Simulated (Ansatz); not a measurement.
ZrS$_{2}$ (slab)

```xyz
12
Lattice="7.2700 0.0000 0.0000 -3.6350 6.2960 0.0000 0.0000 0.0000 24.0576" Properties=species:S:1:pos:R:3 pbc="T T T"
S     1.8175    1.0494    8.0001
S     0.0000    4.1974    8.0001
S     5.4525    1.0494    8.0001
S     3.6350    4.1974    8.0001
Zr    0.0004    0.0003    9.4633
Zr    5.4527    3.1470    9.4652
Zr    0.0009    6.2958    9.4693
Zr    1.8190    3.1498    9.4575
S     0.0013    2.0994   10.9154
S    -1.8171    5.2438   10.9289
S     3.6327    2.1000   10.9289
S     1.8208    5.2485   10.9284
```

All numbers below come from Ansatz, DFT PBE+D3(BJ), scalar-relativistic, plane waves, PAW.

What will maps of the valence pseudo-density show?

Zr–S (2.56 Å): ρ at the midpoint is about 0.44 e/Å³.

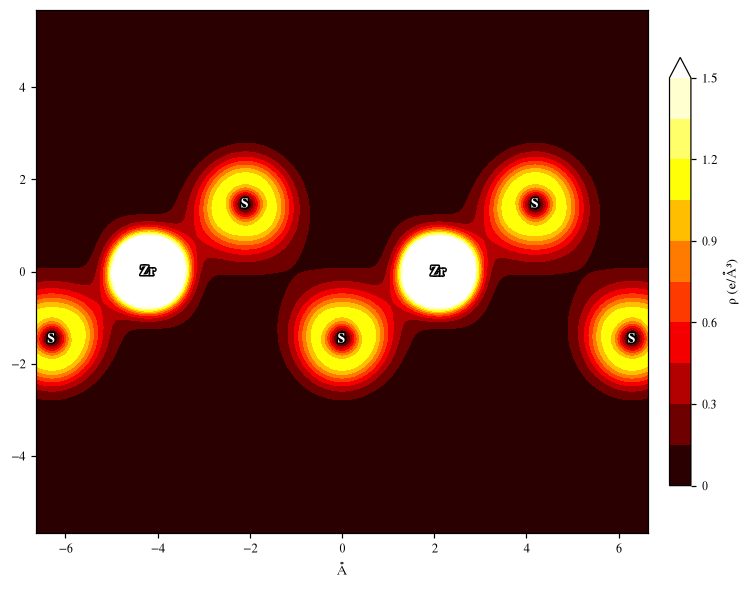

Computed valence pseudo-density on the (110) plane of the calculation cell, a cut from vacuum to vacuum. 

The density is the valence pseudo-density of a PAW calculation; it isn't the true density close to the nuclei.
